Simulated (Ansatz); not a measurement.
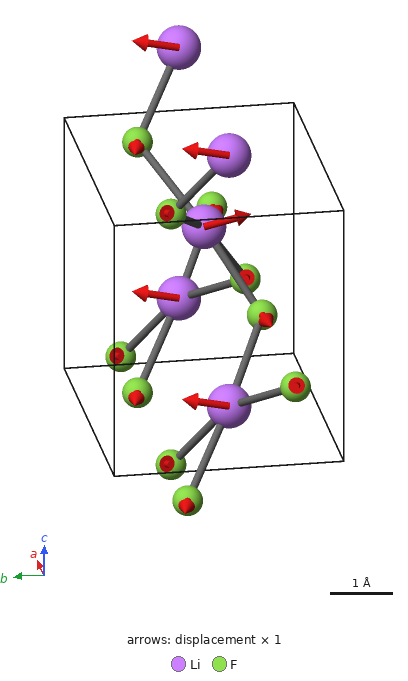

A relaxation of crystalline LiF2 (built on the random type) (coarse preliminary run). The starting structure is drawn; red arrows show the displacements (the part carried along by the change of the cell is left out), at their true length.

The picture is a ball-and-stick view of the cell of the calculation, seen from a free direction.

Case: random cell with space group Pmn2_1 (No. 31).

The calculation used DFT PBE, scalar-relativistic, plane waves, PAW (Ansatz).

Input file:
```yaml
crystal:
  lattice:
    - [4.7716246852, 0.0, 0.0]
    - [0.0, 3.8120438179, 0.0]
    - [0.0, 0.0, 4.4250897755]
  atoms:
    - { symbol: Li, position: [0.0, 0.5, 0.25] }
    - { symbol: Li, position: [0.5, 0.5, 0.75] }
    - { symbol: F, position: [0.3333333333, 0.2832720069, 0.4575172803] }
    - { symbol: F, position: [0.6666666667, 0.2832720069, 0.4575172803] }
    - { symbol: F, position: [0.1666666667, 0.7167279931, 0.9575172803] }
    - { symbol: F, position: [0.8333333333, 0.7167279931, 0.9575172803] }
basis:
  ecutwfc: 420
kpoints:
  mp_grid: { grid: [4, 4, 4] }
hamiltonian:
  xc: pbe
scf:
  occupations: { method: gaussian, width: 0.1 }
  lower_state_search: "off"
output:
  forces: true
  stress: true
  eigenvalues: true
relax:
  adjacent_minimum: "off"
  f_tol: 0.04
  max_steps: 70
  cell: { stress_tol: 0.4 }
```

Run as
```bash
ansatz run input.yaml --threads 1 --pin off --max-ram 2560MiB --backend cpu --events-out ev --progress --plain --runs-dir out
```

### Which element moves most?

Lithium: up to 0.80 Å, against 0.37 Å for fluorine.

### Describe the change and its energy.

After 13 accepted moves (16 points after the start) the energy has fallen by 3.333 eV per cell of the calculation. The largest force component goes from 7 to 0.0012 eV/Å. Pressure: 15.30 GPa at the start and 0.09 GPa at the end. At 3 points the geometry stayed and the basis and grid were re-selected for the new cell (energy shift of 15.7 meV per cell of the calculation at most each time). The largest moves relative to the cell, 0.80 Å, are those of Li1 and Li2. Li1 goes roughly along +b. By element the largest moves are Li 0.80 Å, F 0.37 Å. The drawn cell changes as follows: a 4.772 → 4.084 Å (−14.4 %), b 3.812 → 3.134 Å (−17.8 %), c 4.425 → 5.066 Å (+14.5 %); the volume changes by −19.4 %. Some distances before and after: Li1–F3 3.505 → 2.029 Å, F3–F4 1.591 → 2.047 Å, Li1–F5 1.729 → 2.022 Å, Li1–F3 (another image) 2.014 → 2.029 Å. New bonds form: Li1–F3 (3.51 → 2.03 Å), Li1–F4 (3.51 → 2.03 Å), Li2–F5 (3.51 → 2.03 Å), Li2–F6 (3.51 → 2.03 Å). Bond angles that change, for instance: F3–Li1–F4 104.3° → 60.3°, F3–Li1–F6 154.2° → 126.1°, Li1–F3–Li2 120.6° → 126.1°. The space group (tolerance 0.01 Å) goes from Pmn2_1 (No. 31) to Imm2 (No. 44).

Limits of the set-up: the k-point mesh is coarse for a cell with partly filled bands.
